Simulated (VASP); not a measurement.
# Al₃Cu₂: 7 runs along one coordinate

System: Al₃Cu₂ (P-3m1, 5 atoms in the cell).
Method: Kohn-Sham DFT of a periodic cell, PBEsol, VASP PAW PBE potentials, recommended, no spin polarisation (VASP 6.6.1).

The 7 runs differ only in the geometry, by an even scaling of the cell at fixed fractional positions. The structure derives from a Materials Project entry.

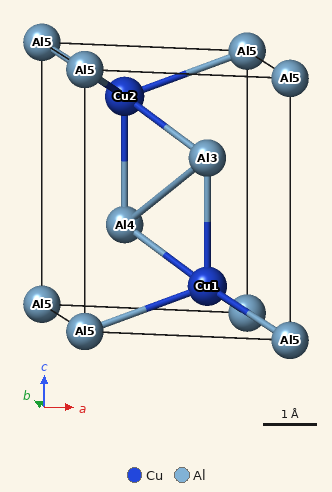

Figure 1. The structure of run 4 (ball-and-stick view of the cell of the calculation, seen slightly off an axis; atoms are numbered from 1 in the order of the input). An atom can appear more than once, as a periodic image.

**INCAR of run 4**
```
ALGO = Normal
EDIFF = 1E-7
ENCUT = 520
GGA = PS
ISIF = 2
ISMEAR = -1
KPAR = 2
LASPH = True
LCHARG = False
LREAL = False
LWAVE = False
NBANDS = 24
NELM = 60
PREC = Accurate
SIGMA = 0.05
```

**KPOINTS of run 4**
```
k-points
0
Gamma
  8 8 6
```

**POSCAR of run 4**
```
Al3Cu2
1.0
    4.0919516368      0.0000000000      0.0000000000
   -2.0459758184      3.5437340685      0.0000000000
    0.0000000000      0.0000000000      4.9927787000
Cu Al
2 3
Direct
    0.6666666667      0.3333333333      0.1604878700
    0.3333333333      0.6666666667      0.8395121300
    0.6666666667      0.3333333333      0.6500746500
    0.3333333333      0.6666666667      0.3499253500
    0.0000000000      0.0000000000      0.0000000000
```

Command:
```bash
cat potpaw_PBE.64/Cu/POTCAR potpaw_PBE.64/Al/POTCAR > POTCAR
mpirun -np 2 vasp_std > vasp.out
```

Lattice vectors (Å) and fractional positions of run 4:
```
   4.091952    0.000000    0.000000
  -2.045976    3.543734    0.000000
   0.000000    0.000000    4.992779
Cu  0.666667  0.333333  0.160488
Cu  0.333333  0.666667  0.839512
Al  0.666667  0.333333  0.650075
Al  0.333333  0.666667  0.349925
Al  0.000000  0.000000  0.000000
```

Run 5 differs from it as follows:
```diff
-    4.0919516368      0.0000000000      0.0000000000
-   -2.0459758184      3.5437340685      0.0000000000
-    0.0000000000      0.0000000000      4.9927787000
+    4.1190514440      0.0000000000      0.0000000000
+   -2.0595257220      3.5672031900      0.0000000000
+    0.0000000000      0.0000000000      5.0258444232
```

**Results, with one run withheld**

```tsv
run	volume per atom (Å³)	free energy per atom, from the lowest run given (meV)	pressure (GPa)
1	13.611	23.77	8.64
2	13.901	10.86	5.60
3	14.190	3.12	2.89
4	14.480	0.00	0.48
5	14.769	?	?
6	15.059	5.68	−3.61
7	15.349	13.64	−5.31
```

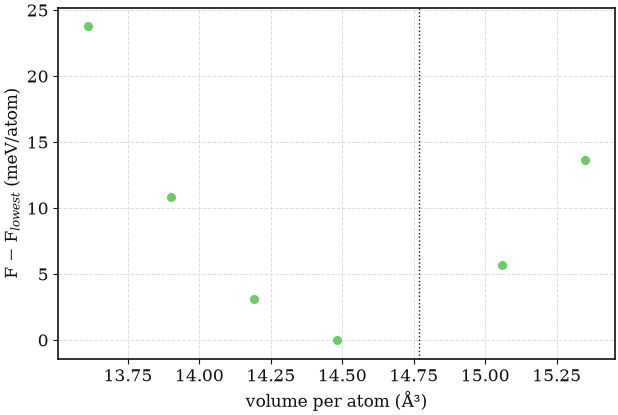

Figure 2. Free energy per atom of the runs given; the dotted line marks run 5.

Fit the runs given and predict run 5.

A cubic polynomial in V^(−2/3) (the Birch–Murnaghan form), fitted to the 6 runs given, misses them by at most 0.01 meV per atom. With x = V^(−2/3) − 0.16887 Å⁻², it reads F = 0.35924 + 877.96 x + 4.0651e+05 x² + 8.4942e+05 x³ (meV per atom). At run 5 it gives 1.00 meV per atom, and the run itself gives 1.00. The slope of the fit gives a pressure −dF/dV of −1.60 GPa there, and the run prints −1.68 GPa. The two needn't agree exactly: the fit is approximate, and the printed stress is taken on a finite basis. The fit has its minimum at 14.550 Å³ per atom, where V d²F/dV² gives 111 GPa. Cell shape and fractional positions are held, so this is the stiffness under even scaling; the relaxed bulk modulus wasn't computed.

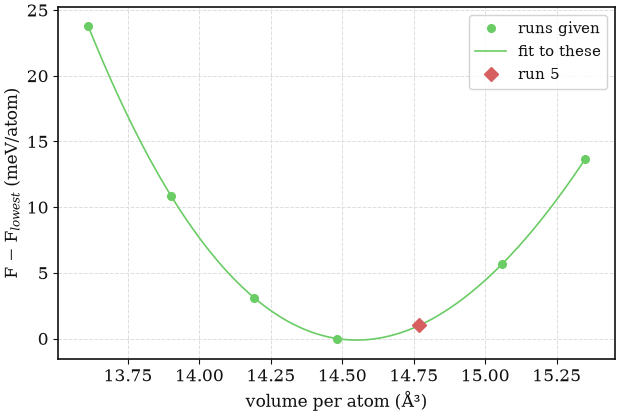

Figure 3. The fit and the withheld run.

**OSZICAR and lines of OUTCAR (run 5)**
```
N       E                     dE             d eps       ncg     rms          rms(c)
DAV:   1     0.171644418927E+03    0.17164E+03   -0.12135E+04  2408   0.146E+03
DAV:   2    -0.158300880199E+02   -0.18747E+03   -0.17438E+03  2408   0.284E+02
DAV:   3    -0.262481237744E+02   -0.10418E+02   -0.98640E+01  3160   0.902E+01
DAV:   4    -0.265476107894E+02   -0.29949E+00   -0.29914E+00  3416   0.128E+01
DAV:   5    -0.265534624372E+02   -0.58516E-02   -0.58504E-02  3488   0.168E+00    0.206E+01
DAV:   6    -0.296531456946E+02   -0.30997E+01   -0.85349E+01  2840   0.257E+02    0.166E+01
DAV:   7    -0.219977260764E+02    0.76554E+01   -0.23652E+01  2920   0.108E+02    0.328E+00
DAV:   8    -0.217553060295E+02    0.24242E+00   -0.23135E+00  3952   0.323E+01    0.171E+00
DAV:   9    -0.217171926030E+02    0.38113E-01   -0.20373E-01  3776   0.929E+00    0.360E-01
DAV:  10    -0.217188830250E+02   -0.16904E-02   -0.15201E-02  3624   0.337E+00    0.381E-01
DAV:  11    -0.217164536575E+02    0.24294E-02   -0.64056E-03  3120   0.235E+00    0.658E-02
DAV:  12    -0.217164866674E+02   -0.33010E-04   -0.42052E-04  2856   0.177E-01    0.241E-02
DAV:  13    -0.217164874298E+02   -0.76239E-06   -0.39492E-05  3968   0.139E-01    0.120E-02
DAV:  14    -0.217164853967E+02    0.20331E-05   -0.47803E-06  3760   0.525E-02    0.387E-03
DAV:  15    -0.217164850373E+02    0.35942E-06   -0.80188E-07  3776   0.195E-02    0.818E-04
DAV:  16    -0.217164849825E+02    0.54769E-07   -0.78677E-08  1672   0.675E-03
   1 F= -.21716485E+02 E0= -.21711970E+02  d E =-.903086E-02
[... from OUTCAR:]
  free energy    TOTEN  =       -21.71648498 eV
  energy without entropy =      -21.70745413  energy(sigma->0) =      -21.71196955
 E-fermi :   8.0604     XC(G=0): -10.9849     alpha+bet :-14.2655
  free  energy   TOTEN  =       -21.7164849825 eV
  energy  without entropy=      -21.7074541262  energy(sigma->0) =      -21.71196955
```
